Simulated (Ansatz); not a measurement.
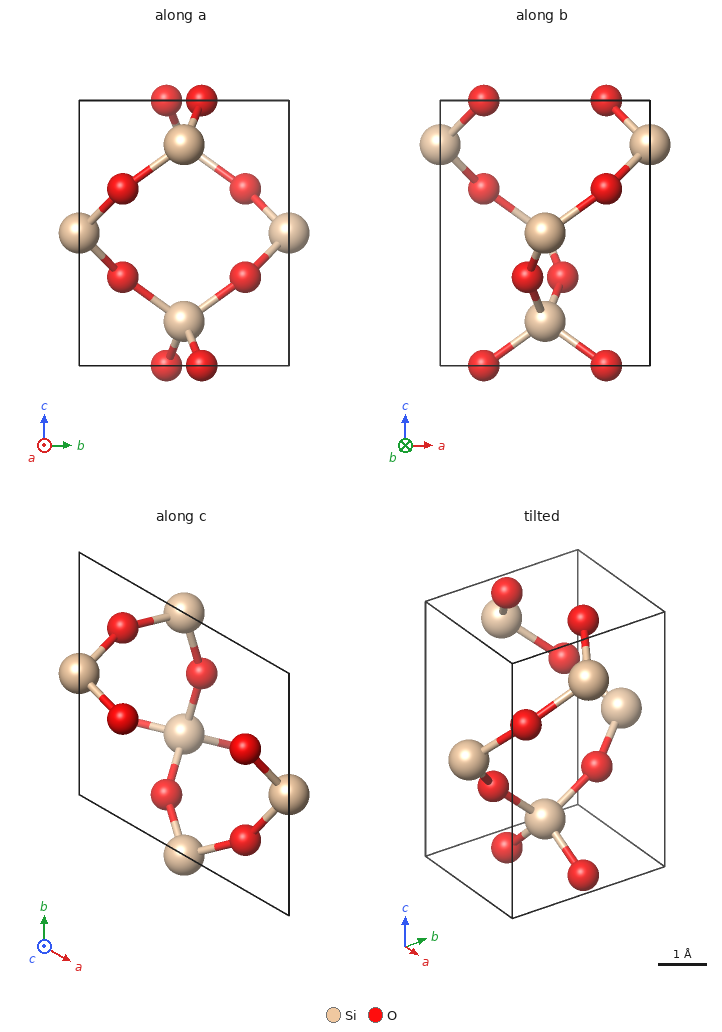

Ball-and-stick representation of a periodic structure, projected along the a axis, along the b axis, along the c axis and slightly off an axis. One conventional unit cell is outlined, and atoms on its boundary appear in each equivalent place.

Lattice parameters: a = 5.106 Å, b = 5.106 Å, c = 5.585 Å, α = 90.00°, β = 90.00°, γ = 120.00°.

Express the structure as a table of Wyckoff sites.

Space group P6_422 (No. 181).
| atom | site | x | y | z |
| --- | --- | --- | --- | --- |
| Si | 3d | 0.0000 | 0.5000 | 0.8333 |
| O | 6i | 0.7920 | 0.5839 | 0.0000 |

The cell started as a structure type filled with these elements by a generator (whether the compound takes this form wasn't checked). The atoms were relaxed in a fixed cell with DFT PBE, scalar-relativistic, plane waves, PAW in Ansatz.
